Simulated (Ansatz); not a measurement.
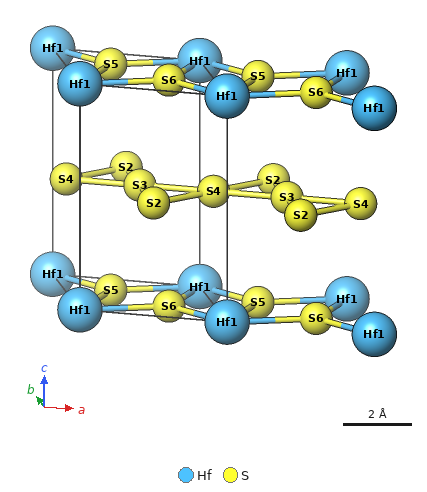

Figure 1. The input geometry (ball-and-stick view of the cell of the calculation, repeated 2 × 1 × 1, seen slightly off an axis; atoms are numbered from 1 in the order of the input). An atom can appear more than once, as a periodic image.

Run report: HfS5, geometry relaxation (part 1 of 2)

The run: geometry relaxation of HfS5 (P6/mmm, 6 atoms in the cell). Method and program: DFT PBE, scalar-relativistic, plane waves, PAW, no spin polarisation (Ansatz 0.2.0).

The structure was made by a generator, so it may or may not be a known phase. Figures and captions count atoms from 1; the log counts them from 0 in places.

The program's output:
```
Engine: ansatz 0.2.0, x86_64-unknown-linux-gnu
Pseudopotentials: kind: paw
Pseudopotential: Hf, paw, valence charge 26, recommended cutoff 420 eV (normal), Hf.paw.azcp
Pseudopotential: S, paw, valence charge 6, recommended cutoff 420 eV (normal), S.paw.azcp
Functional definition: PBE
  parameter kappa = 0.804
  parameter beta = 0.06672455060314922
  exchange = pbe_x(kappa = kappa, mu = beta*pi^2/3)
  correlation = pbe_c(beta = beta)
Crystal: 6 atoms, lattice volume = 129.205 Å³
Basis set: ecut = 420 eV, 2537 PW (Γ), exchange–correlation on 64×64×96 points (8 copies of the dense FFT grid, shifted against one another)
Bands: 34, of which v1, the nominal top of the filled ones, is band 28 counted from 1 (27 counted from 0)
Symmetry: 24 space group operations
Space group: P6/mmm (ITA 191), of the structure as read, at distance tolerance 5.1e-5 Å
k-points: 76 of 864
Non-local potential: Hf, projectors of the file, l = 0: 3, l = 1: 2, l = 2: 2, l = 3: 3
Non-local potential: S, projectors of the file, l = 0: 2, l = 1: 2, l = 2: 2
PAW form: soft (Blöchl's): semilocal exchange-correlation on the pseudo side does not see the compensation charge
PAW one-centre angular grid: Hf, 590 points (default); XC on 64 Gauss nodes
PAW one-centre angular grid: S, 110 points (default); XC on 64 Gauss nodes
Initial density: superposition of atomic densities (neutral atoms: chi_scale 0, normalization atom), corrected by the library's trained network
Initial wavefunctions: pseudopotential atomic-orbital guess
Functional: x = pbe(κ = 0.804, μ = 0.2195149727645171), c = pbe(β = 0.06672455060314922)
SCF iter   1: F=—  HF=-20230.525788 eV  |F-HF|=—  |Δ(HF+E_count)|=         —  Δρ=9.78e-3  dr2=3.52e-1  ethr=1.77e-3  ⟨swp⟩=5.5  Hψ=10050  notcnv=0
preconditioner: auto → LDOS  [metal: Δε(μ)=0.006 eV  Ē_g=10.017 eV  σ=0.100 eV  W_gap=0.04  n_scr=22 (ndim 8)  ℏωp=22.6 eV  f_vac=0.015  D(μ)=5.00/eV (n_scr^D=34)  β→1.0]
SCF iter   2: F=—  HF=-20230.554553 eV  |F-HF|=—  |Δ(HF+E_count)|=   2.88e-2  Δρ=1.23e-2  dr2=6.10e-1  ethr=6.28e-4  ⟨swp⟩=3.1  Hψ=4724  notcnv=0  defer=76
SCF iter   3: F=—  HF=-20230.479855 eV  |F-HF|=—  |Δ(HF+E_count)|=   7.47e-2  Δρ=1.46e-3  dr2=9.03e-3  ethr=6.28e-4  ⟨swp⟩=2.2  Hψ=3669  notcnv=0  defer=76
SCF iter   4: F=—  HF=-20230.480403 eV  |F-HF|=—  |Δ(HF+E_count)|=   5.48e-4  Δρ=3.77e-4  dr2=3.45e-4  ethr=1.61e-5  ⟨swp⟩=2.2  Hψ=3577  notcnv=0  defer=74
SCF iter   5: F=—  HF=-20230.480465 eV  |F-HF|=—  |Δ(HF+E_count)|=   6.21e-5  Δρ=2.10e-4  dr2=7.02e-5  ethr=6.16e-7  ⟨swp⟩=2.0  Hψ=4429  notcnv=0  defer=74
SCF iter   6: F=—  HF=-20230.480595 eV  |F-HF|=—  |Δ(HF+E_count)|=   1.30e-4  Δρ=8.35e-5  dr2=1.93e-5  ethr=1.25e-7  ⟨swp⟩=2.0  Hψ=3600  notcnv=0  defer=72
SCF iter   7: F=—  HF=-20230.480598 eV  |F-HF|=—  |Δ(HF+E_count)|=   3.19e-6  Δρ=1.76e-5  dr2=1.03e-6  ethr=3.45e-8  ⟨swp⟩=1.9  Hψ=2731  notcnv=0  defer=72
SCF iter   8: F=-20230.480599 eV  HF=-20230.480599 eV  |F-HF|=2.21e-8  |Δ(HF+E_count)|=   1.84e-7  Δρ=3.20e-6  dr2=3.42e-8  ethr=1.79e-10  ⟨swp⟩=10.7  Hψ=18620  notcnv=0
SCF 1 converged in 8 iterations: F = -20230.480599 eV  dr2 = 3.42e-8
  greatest PAW one-centre occupation: 0.998 electrons in one spin orbital (limit 2), on the Hf atom at site 0 (counted from 0), in its partial waves of l = 3
relax step   1: F+E_penalty+E_count = -20230.48059859 eV  Δ(F+E_penalty+E_count) = +0.000e0 eV  max|allowed force component| = 1.253e-17 eV/Å  Δτ_max = 0.0000 Å  P = -0.276 GPa  Ω = 129.205 Å³  (8 SCF iters, dr2 threshold 1.00e-7 eV, accepted)
Crystal: 6 atoms, lattice volume = 130.513 Å³
Basis set: ecut = 420 eV, 2549 PW (Γ), exchange–correlation on 64×64×96 points (8 copies of the dense FFT grid, shifted against one another)
Initial density: handed on by an earlier stage of this run
Initial wavefunctions: those handed on with the density
iter 1 solved again at ethr=4.64e-5 eV; its pass at ethr=3.10e-3 eV (dr2=2.60e-2 eV) is discarded
SCF iter   1: F=—  HF=-20230.486106 eV  |F-HF|=—  |Δ(HF+E_count)|=         —  Δρ=1.96e-3  dr2=2.58e-2  ethr=4.64e-5  ⟨swp⟩=1.1  Hψ=13313  notcnv=0
preconditioner: auto → LDOS  [metal: Δε(μ)=0.013 eV  Ē_g=10.012 eV  σ=0.100 eV  W_gap=0.07  n_scr=22 (ndim 8)  ℏωp=22.5 eV  f_vac=0.024  D(μ)=6.08/eV (n_scr^D=54)  β→1.0]
SCF iter   2: F=—  HF=-20230.484915 eV  |F-HF|=—  |Δ(HF+E_count)|=   1.19e-3  Δρ=1.34e-3  dr2=6.26e-3  ethr=4.60e-5  ⟨swp⟩=2.0  Hψ=3107  notcnv=0
SCF iter   3: F=—  HF=-20230.483926 eV  |F-HF|=—  |Δ(HF+E_count)|=   9.89e-4  Δρ=2.58e-4  dr2=2.70e-4  ethr=1.12e-5  ⟨swp⟩=2.6  Hψ=4933  notcnv=0
SCF iter   4: F=—  HF=-20230.484041 eV  |F-HF|=—  |Δ(HF+E_count)|=   1.15e-4  Δρ=9.31e-5  dr2=1.25e-5  ethr=4.82e-7  ⟨swp⟩=2.0  Hψ=4436  notcnv=0
SCF iter   5: F=—  HF=-20230.484031 eV  |F-HF|=—  |Δ(HF+E_count)|=   1.02e-5  Δρ=2.63e-5  dr2=1.28e-6  ethr=2.24e-8  ⟨swp⟩=2.0  Hψ=4579  notcnv=0
SCF iter   6: F=-20230.484032 eV  HF=-20230.484032 eV  |F-HF|=2.61e-8  |Δ(HF+E_count)|=   1.04e-6  Δρ=6.52e-6  dr2=8.53e-8  ethr=1.07e-9  ⟨swp⟩=10.6  Hψ=19220  notcnv=0
SCF 2 converged in 6 iterations: F = -20230.484032 eV  dr2 = 8.53e-8
  Residual-converged pass: ⟨swp⟩=1.0  Hψ=2888  notcnv=0  max |occ|·‖R‖ = 7.0e-9 eV (tolerance 1.0e-8 eV)  dr2=8.53e-8  dr2_onsite=1.59e-8  max |Δocc| = 6.3e-10
relax step   2: F+E_penalty+E_count = -20230.48403195 eV  Δ(F+E_penalty+E_count) = -3.433e-3 eV  max|allowed force component| = 4.028e-17 eV/Å  Δτ_max = 0.0000 Å  P = -0.049 GPa  Ω = 130.513 Å³  energy of the carried Pulay correction = -8.508e-5 eV  (6 SCF iters, dr2 threshold 6.00e-7 eV, accepted)
Crystal: 6 atoms, lattice volume = 130.621 Å³
iter 1 solved again at ethr=2.84e-7 eV; its pass at ethr=3.10e-3 eV (dr2=1.59e-4 eV) is discarded
SCF iter   1: F=—  HF=-20230.483959 eV  |F-HF|=—  |Δ(HF+E_count)|=         —  Δρ=1.76e-4  dr2=1.48e-4  ethr=2.84e-7  ⟨swp⟩=2.0  Hψ=13037  notcnv=0
preconditioner: auto → LDOS  [metal: Δε(μ)=0.001 eV  Ē_g=10.013 eV  σ=0.100 eV  W_gap=0.01  n_scr=22 (ndim 8)  ℏωp=22.5 eV  f_vac=0.022  D(μ)=6.28/eV (n_scr^D=54)  β→1.0]
SCF iter   2: F=—  HF=-20230.483952 eV  |F-HF|=—  |Δ(HF+E_count)|=   6.88e-6  Δρ=1.02e-4  dr2=3.03e-5  ethr=2.65e-7  ⟨swp⟩=2.0  Hψ=3239  notcnv=0
SCF iter   3: F=—  HF=-20230.484083 eV  |F-HF|=—  |Δ(HF+E_count)|=   1.30e-4  Δρ=1.96e-5  dr2=1.05e-6  ethr=5.41e-8  ⟨swp⟩=2.0  Hψ=4664  notcnv=0
SCF iter   4: F=—  HF=-20230.484076 eV  |F-HF|=—  |Δ(HF+E_count)|=   6.83e-6  Δρ=9.02e-6  dr2=1.11e-7  ethr=1.87e-9  ⟨swp⟩=2.0  Hψ=4617  notcnv=0
SCF iter   5: F=-20230.484076 eV  HF=-20230.484076 eV  |F-HF|=2.60e-9  |Δ(HF+E_count)|=   9.81e-8  Δρ=2.55e-6  dr2=1.15e-8  ethr=3.98e-11  ⟨swp⟩=7.7  Hψ=15848  notcnv=0
SCF 3 converged in 5 iterations: F = -20230.484076 eV  dr2 = 1.15e-8
  Residual-converged pass: ⟨swp⟩=1.0  Hψ=2889  notcnv=0  max |occ|·‖R‖ = 7.0e-9 eV (tolerance 1.0e-8 eV)  dr2=1.15e-8  dr2_onsite=5.72e-9  max |Δocc| = 4.6e-11
relax step   3: F+E_penalty+E_count = -20230.48407567 eV  Δ(F+E_penalty+E_count) = -4.372e-5 eV  max|allowed force component| = 2.159e-17 eV/Å  Δτ_max = 0.0000 Å  P = +0.001 GPa  Ω = 130.621 Å³  energy of the carried Pulay correction = -9.081e-5 eV  (5 SCF iters, dr2 threshold 2.23e-8 eV, accepted)
Initial wavefunctions: pseudopotential atomic-orbital guess (no wavefunctions were taken with the density)
iter 1 solved again at ethr=2.13e-7 eV; its pass at ethr=3.10e-3 eV (dr2=1.19e-4 eV) is discarded
SCF iter   1: F=—  HF=-20230.484039 eV  |F-HF|=—  |Δ(HF+E_count)|=         —  Δρ=8.34e-6  dr2=4.31e-8  ethr=2.13e-7  ⟨swp⟩=3.0  Hψ=17239  notcnv=0
eigensolver tolerance schedule: the retry pair's looser diagonalisation over-reported the residual by 2763.93 of it (diagonalisation noise at 0.23 of the residual, at the tolerance the schedule requests for it); recorded, not acted on — ethr = c·dr2/N_el stays at c = 1.0e-1
preconditioner: auto → LDOS  [metal: Δε(μ)=0.001 eV  Ē_g=10.012 eV  σ=0.100 eV  W_gap=0.01  n_scr=22 (ndim 8)  ℏωp=22.5 eV  f_vac=0.022  D(μ)=6.30/eV (n_scr^D=54)  β→1.0]
SCF iter   2: F=—  HF=-20230.484172 eV  |F-HF|=—  |Δ(HF+E_count)|=   1.34e-4  Δρ=7.03e-6  dr2=6.12e-8  ethr=7.69e-11  ⟨swp⟩=2.5  Hψ=4910  notcnv=0
SCF iter   3: F=—  HF=-20230.484172 eV  |F-HF|=—  |Δ(HF+E_count)|=   8.65e-8  Δρ=2.86e-6  dr2=2.16e-8  ethr=7.69e-11  ⟨swp⟩=2.0  Hψ=4682  notcnv=0
SCF iter   4: F=—  HF=-20230.484172 eV  |F-HF|=—  |Δ(HF+E_count)|=   7.14e-9  Δρ=5.28e-7  dr2=7.65e-10  ethr=3.85e-11  ⟨swp⟩=2.0  Hψ=4454  notcnv=0
SCF iter   5: F=-20230.484172 eV  HF=-20230.484172 eV  |F-HF|=1.46e-11  |Δ(HF+E_count)|=  1.31e-10  Δρ=1.48e-7  dr2=2.99e-11  ethr=1.00e-12  ⟨swp⟩=4.7  Hψ=13903  notcnv=0
SCF 4 converged in 5 iterations: F = -20230.484172 eV  dr2 = 2.99e-11
relax step   4: F+E_penalty+E_count = -20230.48417227 eV  Δ(F+E_penalty+E_count) = -9.660e-5 eV  max|allowed force component| = 1.927e-17 eV/Å  Δτ_max = 0.0000 Å  P = +0.001 GPa  Ω = 130.621 Å³  stress off target by 4.72e-3 GPa  SCF on the basis re-selected at this cell (its energy is not comparable with the rows above)  (5 SCF iters)
```

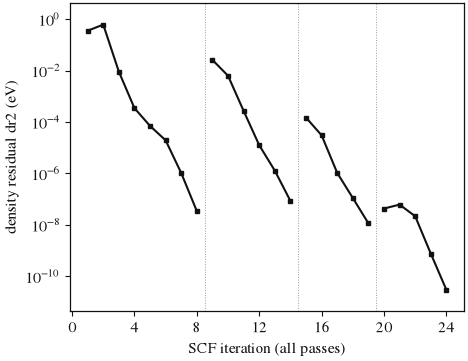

Figure 2. Convergence of the self-consistent field: density residual dr2 against the SCF iteration. The dotted lines part the SCF passes of the relaxation: geometry steps, rejected trials and re-solves on a re-selected basis. The passes take 8, 6, 5 and 5 iterations.

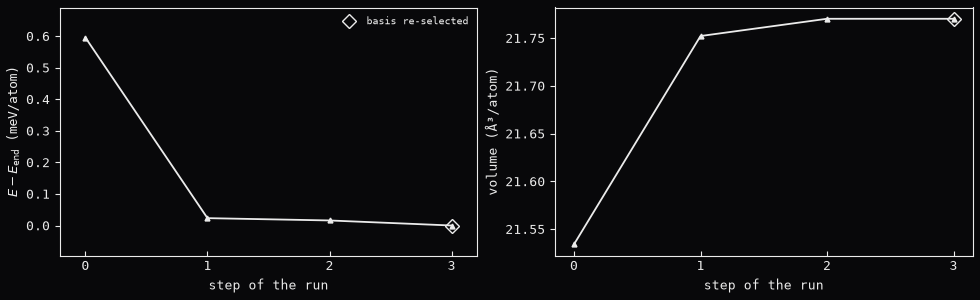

Figure 3. Progress of the relaxation, step by step (the first geometry is step 0 here and step 1 in the log).

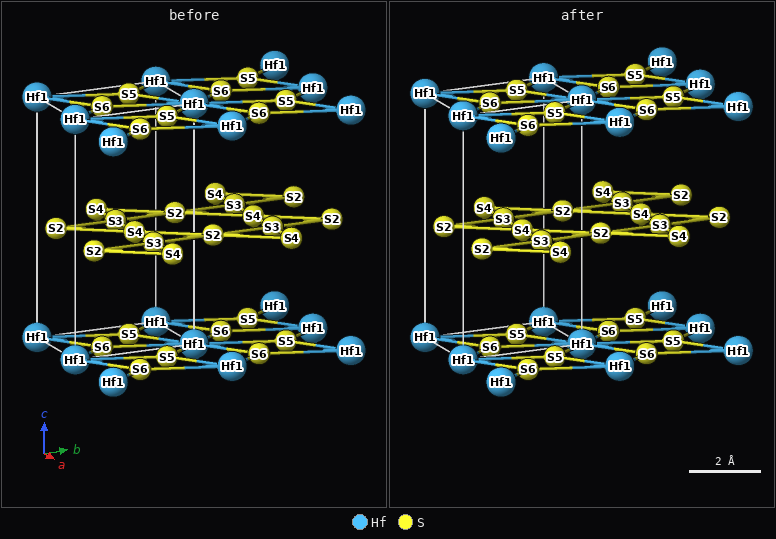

Figure 4. Before (left) and after (right) the relaxation, at one scale (ball-and-stick view of the cell of the calculation, repeated 2 × 2 × 1, seen slightly off an axis). The energy falls by 0.6 meV per atom in 2 geometry steps. All forces vanish by symmetry, so only the cell relaxes. The pressure goes from −0.28 to 0.00 GPa. No atom moves by more than 0.005 Å relative to the cell. The volume changes by +1.1 %, with a = b 4.651 → 4.642 Å (−0.2 %), c 6.897 → 7.001 Å (+1.5 %). Among the contacts that change: Hf1–S5 2.685 → 2.680 Å, S2–S3 2.325 → 2.321 Å. The space group stays P6/mmm (No. 191). A last SCF at the same geometry on a re-selected plane-wave basis shifts the energy by next to nothing (0.0 meV per atom). (Atoms are counted from 1 in the order of the input.)

```
basis re-selected at this cell: Δ(F+E_penalty+E_count) = -9.660e-5 eV, ΔP = +0.001 GPa vs the last step (what re-selecting the basis moved, of the pressure what is left beyond the Pulay correction that the steps carried, after the strain that the cell walked since its last selection, with what the two solves' SCF thresholds leave and, on support functions, any second-order correction that the steps lacked; it is no measure of the basis error at this ecutwfc). This SCF's stress stands 4.72e-3 GPa from its target on what of the cell is left free (relax.cell.stress_tol is 5.00e-2 GPa) and its largest allowed force component is 1.93e-17 eV/Å (relax.f_tol is 1.00e-2 eV/Å): within both
SCF converged after 5 iterations
Free energy (F): -20230.484172 eV
Harris-Foulkes:  -20230.484172 eV  (|F-HF|=1.46e-11)
Internal energy: -20230.452690 eV  (E = F + TS)
E sigma→0 (E₀):  -20230.468431 eV
Entropy (-TS):   -0.031482 eV (-5.247 meV/atom)
Fermi energy:    7.861164 eV
```
